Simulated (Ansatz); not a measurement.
# Single-point calculation of HfO$_{2}$ (part 2 of 2)

The same run, continued: HfO$_{2}$ (slab, 24 atoms in the cell); DFT PBE, scalar-relativistic, plane waves, PAW, no spin polarisation (Ansatz 0.2.0); cutoff 420 eV, 2×3×1 k-mesh, Gaussian smearing of 0.05 eV. The structure derives from an entry of the Crystallography Open Database. It belongs to a series of runs on one base structure; here: the slab at its places in the relaxed adsorbed structure.

Geometry of the input (Å; fractional positions):
```
7.2091  0.0000  0.0000
0.0000  5.0976  0.0000
0.0000  0.0000  25.5546
Hf 0.2500  0.5000  0.3131
Hf 0.7500  0.5000  0.3131
O  0.5000  0.7500  0.3131
O  0.0000  0.7500  0.3131
O  0.5000  0.2500  0.3131
O  0.0000  0.2500  0.3131
Hf 0.5000  0.0000  0.3836
Hf 0.0000  0.0000  0.3836
O  0.7500  0.2500  0.3836
O  0.2500  0.2500  0.3836
O  0.7500  0.7500  0.3836
O  0.2500  0.7500  0.3836
Hf 0.7495  0.5010  0.4616
Hf 0.2506  0.5009  0.4615
O  -0.0001  0.7478  0.4548
O  0.5002  0.7488  0.4560
O  0.0001  0.2530  0.4552
O  0.4999  0.2538  0.4557
Hf -0.0001  0.0002  0.5164
Hf 0.4999  0.0026  0.5182
O  0.2496  0.2430  0.5270
O  0.7505  0.2431  0.5269
O  0.2469  0.7608  0.5263
O  0.7533  0.7608  0.5264
```

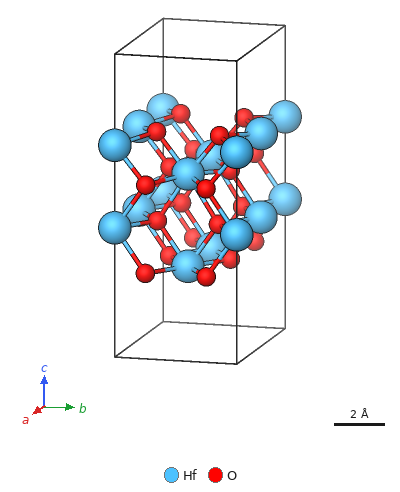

The structure (ball-and-stick view of the cell of the calculation, with the vacuum cut short, seen slightly off an axis). An atom can appear more than once, as a periodic image.

## Output, continued
```
  k-point 1: bands = ["-60.6648", "-60.5252", "-60.5212", "-60.4605", "-60.4176", "-60.4133", "-60.0553", "-60.0219", "-29.6650", "-29.5323", "-29.4506", "-29.3978", "-29.3820", "-29.3806", "-29.3307", "-29.1604", "-29.1487", "-29.1138", "-29.1131", "-29.1015", "-29.0761", "-29.0686", "-29.0091", "-28.9994", "-28.9430", "-28.8533", "-28.8110", "-28.7395", "-28.7280", "-28.7095", "-28.6764", "-28.6095", "-17.4586", "-16.9771", "-16.7474", "-16.6270", "-16.1982", "-15.9352", "-15.8944", "-15.5269",
      "-15.5253", "-15.4294", "-15.2598", "-15.1498", "-15.0406", "-14.9253", "-14.5362", "-14.4492", "-10.6236", "-10.6148", "-10.5758", "-10.5492", "-10.5450", "-10.5274", "-10.5247", "-10.5209", "-10.5159", "-10.4848", "-10.4779", "-10.4641", "-10.4584", "-10.4459", "-10.4431", "-10.4357", "-10.4356", "-10.4068", "-10.3977", "-10.3606", "-10.3597", "-10.3538", "-10.3466", "-10.3418", "-10.3357", "-10.3256", "-10.3205", "-10.3142", "-10.3063", "-10.3040", "-10.2995", "-10.2946",
      "-10.2914", "-10.2912", "-10.2894", "-10.2826", "-10.2676", "-10.2632", "-10.2593", "-10.2571", "-10.2563", "-10.2144", "-9.9492", "-9.9448", "-9.9423", "-9.9390", "-9.9355", "-9.9314", "-9.9165", "-9.9076", "-9.9041", "-9.9017", "-9.9015", "-9.8982", "-9.8871", "-9.8515", "-4.5983", "-4.5649", "-4.4688", "-4.2189", "-3.8340", "-3.7550", "-3.5818", "-3.4600", "-3.3953", "-3.3373", "-3.2245", "-2.9741", "-2.8952", "-2.7733", "-2.6693", "-2.6591",
      "-2.5309", "-2.4455", "-2.3377", "-2.2132", "-2.0950", "-1.8953", "-1.6712", "-1.6431", "-1.5724", "-1.2903", "-1.2596", "-1.0817", "-1.0172", "-0.9813", "-0.8367", "-0.7705", "-0.7506", "-0.7090", "-0.5459", "-0.4864", "-0.3263", "-0.1580", "-0.1339", "-0.0121", "0.0398", "0.0860", "0.1444", "0.1999", "0.3789", "0.4130", "0.6864", "1.0088", "3.9828", "4.5229", "4.6361", "4.8519", "4.9676", "5.0745", "5.1578", "5.1678",
      "5.2037", "5.3905", "5.4458", "5.5238", "5.5292", "5.5407", "5.6710", "5.7286", "5.7554", "5.8587", "5.9527", "6.1982", "6.2437", "6.2914", "6.3673", "6.5889", "6.7617", "6.9889", "7.1630", "7.5636", "7.6038", "7.7367", "7.7447"]
  k-point 2: bands = ["-60.6649", "-60.5236", "-60.5229", "-60.4612", "-60.4158", "-60.4144", "-60.0552", "-60.0220", "-29.6627", "-29.5078", "-29.4572", "-29.3891", "-29.3882", "-29.3393", "-29.2389", "-29.2152", "-29.1659", "-29.1271", "-29.1215", "-29.0974", "-29.0878", "-29.0385", "-29.0000", "-28.9730", "-28.9684", "-28.9491", "-28.7340", "-28.7305", "-28.7181", "-28.7058", "-28.7037", "-28.6897", "-17.3137", "-17.3058", "-16.6107", "-16.6061", "-16.0647", "-16.0552", "-15.7465", "-15.7276",
      "-15.4087", "-15.4035", "-15.1643", "-15.1497", "-15.0315", "-15.0228", "-14.4540", "-14.4438", "-10.6238", "-10.6117", "-10.5776", "-10.5479", "-10.5474", "-10.5265", "-10.5258", "-10.5168", "-10.5161", "-10.4785", "-10.4740", "-10.4733", "-10.4622", "-10.4420", "-10.4413", "-10.4395", "-10.4388", "-10.4067", "-10.4000", "-10.3646", "-10.3529", "-10.3523", "-10.3387", "-10.3328", "-10.3299", "-10.3292", "-10.3195", "-10.3165", "-10.3093", "-10.3057", "-10.3007", "-10.2993",
      "-10.2952", "-10.2923", "-10.2920", "-10.2908", "-10.2776", "-10.2653", "-10.2639", "-10.2620", "-10.2410", "-10.2103", "-9.9469", "-9.9461", "-9.9395", "-9.9374", "-9.9348", "-9.9271", "-9.9118", "-9.9112", "-9.9021", "-9.9003", "-9.8992", "-9.8951", "-9.8920", "-9.8600", "-4.8868", "-4.8855", "-4.2606", "-4.2428", "-4.1917", "-4.1805", "-3.7480", "-3.7342", "-3.6530", "-3.6502", "-3.4720", "-3.4666", "-3.0045", "-2.9927", "-2.6041", "-2.5956",
      "-2.4755", "-2.4679", "-2.1999", "-2.1995", "-2.1326", "-2.1256", "-1.8181", "-1.7996", "-1.3181", "-1.3098", "-1.1499", "-1.1149", "-1.0407", "-1.0358", "-0.9368", "-0.9152", "-0.6494", "-0.6408", "-0.3036", "-0.3028", "-0.2212", "-0.2171", "-0.0473", "-0.0338", "0.3364", "0.3433", "0.7221", "0.7294", "1.0702", "1.0765", "1.8632", "1.8727", "3.9844", "3.9870", "4.2003", "4.3294", "5.0171", "5.0598", "5.1602", "5.2294",
      "5.2471", "5.2727", "5.5382", "5.5436", "5.6213", "5.6562", "5.8285", "5.8833", "5.9810", "6.0861", "6.1150", "6.1345", "6.1726", "6.2409", "6.3683", "6.3741", "6.7171", "6.7705", "6.7897", "6.9371", "7.0999", "7.1179", "7.5216"]
  k-point 3: bands = ["-60.6648", "-60.5236", "-60.5229", "-60.4605", "-60.4161", "-60.4149", "-60.0552", "-60.0220", "-29.6602", "-29.5022", "-29.4642", "-29.3891", "-29.3882", "-29.3583", "-29.2450", "-29.1885", "-29.1874", "-29.1504", "-29.1255", "-29.1239", "-29.0455", "-29.0189", "-28.9920", "-28.9740", "-28.9684", "-28.9581", "-28.7372", "-28.7292", "-28.7144", "-28.7092", "-28.7014", "-28.6843", "-17.1324", "-17.1226", "-16.7781", "-16.7698", "-15.9275", "-15.9214", "-15.7298", "-15.7161",
      "-15.4996", "-15.4982", "-15.3109", "-15.2994", "-14.9029", "-14.8935", "-14.6147", "-14.6049", "-10.6236", "-10.6148", "-10.5764", "-10.5493", "-10.5449", "-10.5264", "-10.5256", "-10.5184", "-10.5176", "-10.4782", "-10.4725", "-10.4718", "-10.4619", "-10.4412", "-10.4406", "-10.4396", "-10.4390", "-10.4068", "-10.3992", "-10.3630", "-10.3527", "-10.3520", "-10.3416", "-10.3359", "-10.3332", "-10.3325", "-10.3170", "-10.3159", "-10.3109", "-10.3106", "-10.3002", "-10.2984",
      "-10.2941", "-10.2932", "-10.2923", "-10.2892", "-10.2675", "-10.2633", "-10.2609", "-10.2600", "-10.2482", "-10.2294", "-9.9455", "-9.9440", "-9.9423", "-9.9389", "-9.9347", "-9.9264", "-9.9104", "-9.9089", "-9.9052", "-9.9034", "-9.9016", "-9.8987", "-9.8913", "-9.8682", "-4.3215", "-4.3203", "-4.0330", "-4.0275", "-4.0255", "-4.0085", "-3.6289", "-3.6160", "-3.5298", "-3.5067", "-2.8645", "-2.8624", "-2.6965", "-2.6943", "-2.6056", "-2.6020",
      "-2.5472", "-2.5465", "-2.2399", "-2.2292", "-1.9967", "-1.9941", "-1.9593", "-1.9567", "-1.5355", "-1.5314", "-1.3249", "-1.3237", "-1.0694", "-1.0622", "-0.9347", "-0.9233", "-0.7129", "-0.7106", "-0.5348", "-0.5296", "-0.2030", "-0.1961", "-0.0983", "-0.0920", "0.0853", "0.0934", "0.1772", "0.1876", "0.2695", "0.2718", "0.8842", "0.8898", "4.2718", "4.2730", "4.4570", "4.5756", "5.0966", "5.1400", "5.2199", "5.2228",
      "5.3427", "5.3860", "5.5016", "5.5061", "5.6005", "5.6541", "5.8103", "5.8490", "5.9130", "5.9288", "6.0933", "6.1553", "6.4014", "6.4457", "6.5905", "6.7540", "6.9468", "6.9487", "7.3305", "7.3510", "7.6762", "7.6819", "7.7769"]
```

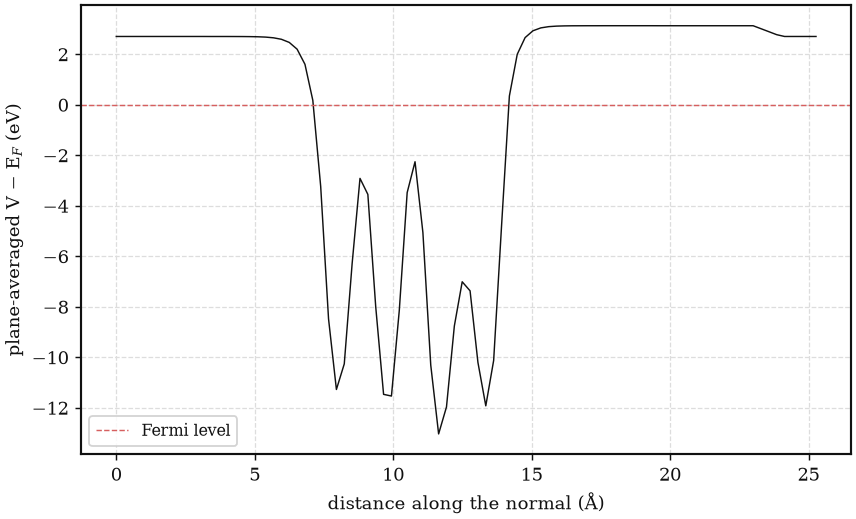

Plane average of the electrostatic potential energy of an electron across the cell, from the Fermi level. The vacuum level lies 3.13 eV above the Fermi level on the upper side and 2.71 eV on the lower.

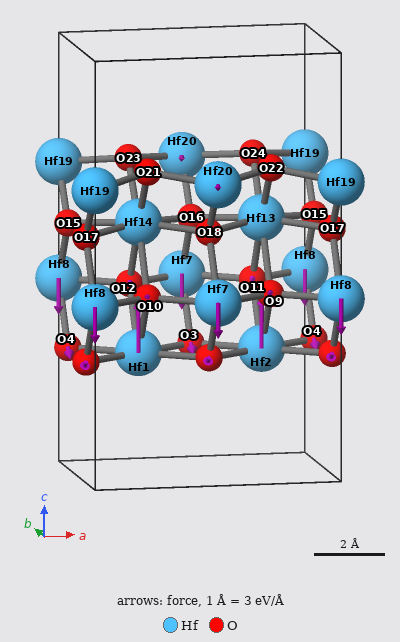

Forces on the atoms as pink arrows (ball-and-stick view of the cell of the calculation, with the vacuum cut short, seen slightly off an axis; atoms are numbered from 1 in the order of the input); the smallest are left out. The largest act on Hf1, Hf2 (4.58 eV/Å); Hf8 (3.21 eV/Å); Hf7 (3.15 eV/Å). The geometry is not a stationary point of this energy.

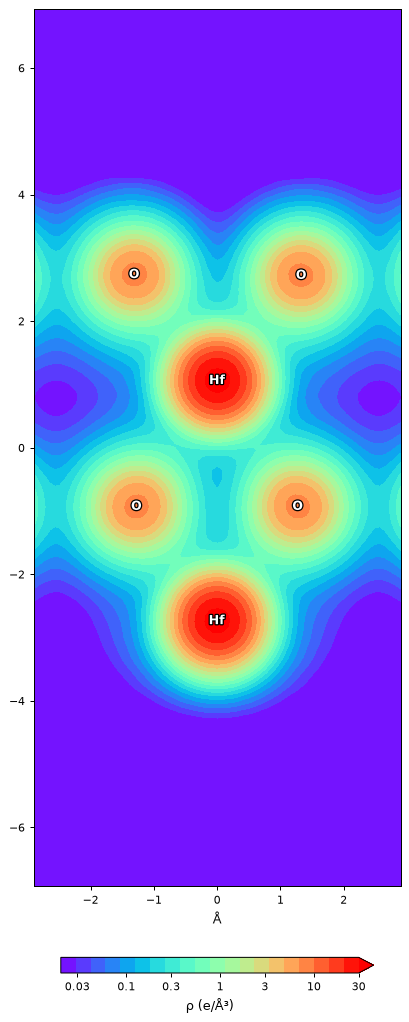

Valence charge density (pseudo) on the (100) plane of the calculation cell, a cut from vacuum to vacuum. Atoms in the plane: Hf and O. Hf–O (2.13 Å): the density is about 0.71 e/Å³ at the midpoint. Hf–O (2.21 Å): the density is about 0.57 e/Å³ at the midpoint. The density dies away to nearly zero in the vacuum. The fields are those of the smooth PAW valence density.

## Summary

- outcome: converged
- electrons treated: 304
- free energy: −134883.5277 eV
- work function, top face: 3.13 eV
- work function, bottom face: 2.71 eV
- Fermi energy: 2.830 eV
- gap on the k-point mesh: 1.66 eV
- work function (upper face): 3.13 eV
- largest force (length of the vector): 4.585 eV/Å
- wall time: 8.6 s (CPU time 27 s)
- peak memory: 2.7 GiB

## Notes

Spin–orbit coupling is left out, which matters for Hf.
